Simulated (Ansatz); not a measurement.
Read the following structure.

```
Mo S
1.0
     3.14947    5.45504   -6.64516
     3.14947   -5.45504   -6.64516
    -6.29894    0.00000   -6.64516
Mo S
13 24
Direct
  0.50341 0.49968 0.00074
  0.16698 0.16326 0.66593
  0.33333 0.83952 0.82715
  0.33333 0.33333 0.33333
  0.82715 0.33333 0.83952
  0.49968 0.00074 0.50341
  0.16326 0.66593 0.16698
  0.98988 0.98988 0.98988
  0.67678 0.67678 0.67678
  0.00074 0.50341 0.49968
  0.66593 0.16698 0.16326
  0.83952 0.82715 0.33333
  0.83333 0.83333 0.83333
  0.43392 0.59386 0.75281
  0.08678 0.25697 0.42113
  0.25633 0.92026 0.58423
  0.25697 0.42113 0.08678
  0.75281 0.43392 0.59386
  0.42113 0.08678 0.25697
  0.08712 0.73901 0.90982
  0.90982 0.08712 0.73901
  0.59386 0.75281 0.43392
  0.92026 0.58423 0.25633
  0.58423 0.25633 0.92026
  0.73901 0.90982 0.08712
  0.24553 0.40969 0.57988
  0.91386 0.07281 0.23275
  0.08244 0.74641 0.41034
  0.07281 0.23275 0.91386
  0.57988 0.24553 0.40969
  0.23275 0.91386 0.07281
  0.92766 0.57955 0.75685
  0.75685 0.92766 0.57955
  0.40969 0.57988 0.24553
  0.74641 0.41034 0.08244
  0.41034 0.08244 0.74641
  0.57955 0.75685 0.92766
```

**What would you see if this were drawn?**

The solid is Mo13S24. The lattice is rhombohedral (trigonal R) and the space group R32 (No. 155). Cell content 13 Mo, 24 S; Z = 1. Mo sits among six S in a trigonal prismatic arrangement at 2.38 to 2.51 Å. Not all metal-metal contacts are counted. With all contacts inside bonding distance counted, the coordination numbers are S 3 to 4 (mean 3.2). Not all metal-metal contacts are counted. The bonds build a three-dimensional framework.

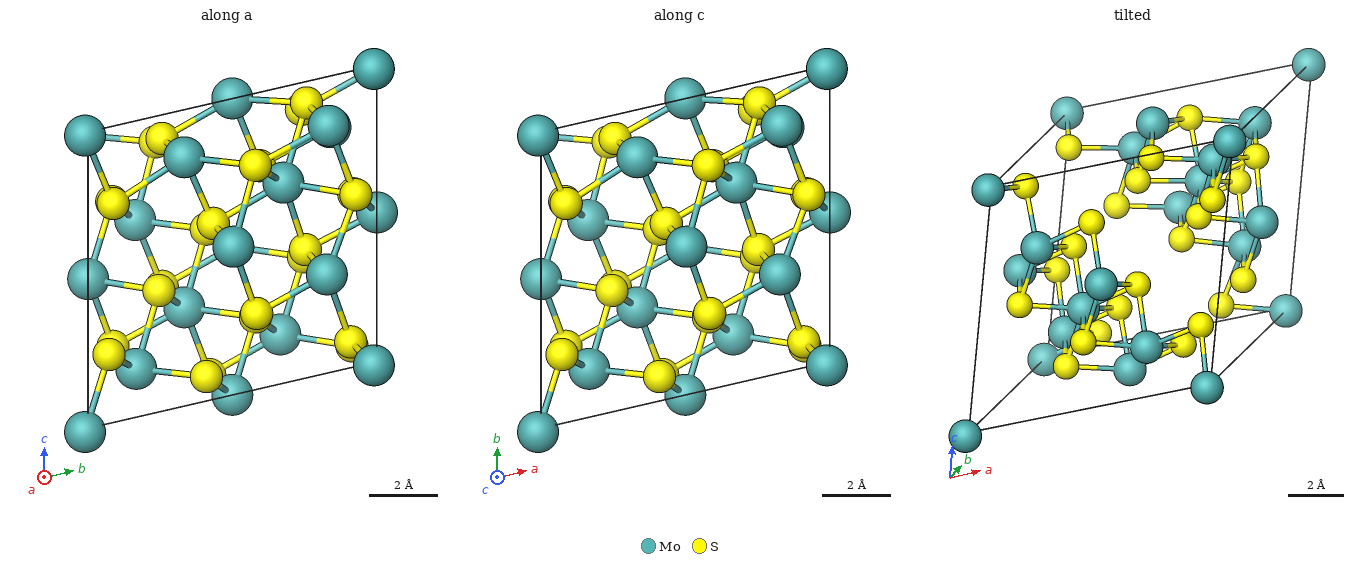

The image is a ball-and-stick drawing of a crystal, viewed along the a axis, along the c axis and slightly off an axis. The outline marks the simulation cell. Colours: molybdenum teal, sulfur yellow.

The initial geometry was a structure listed in the Materials Project, repeated into a supercell with a point defect put in. The atoms were relaxed in a fixed cell with Ansatz, DFT PBE+D3(BJ), scalar-relativistic, plane waves, PAW.
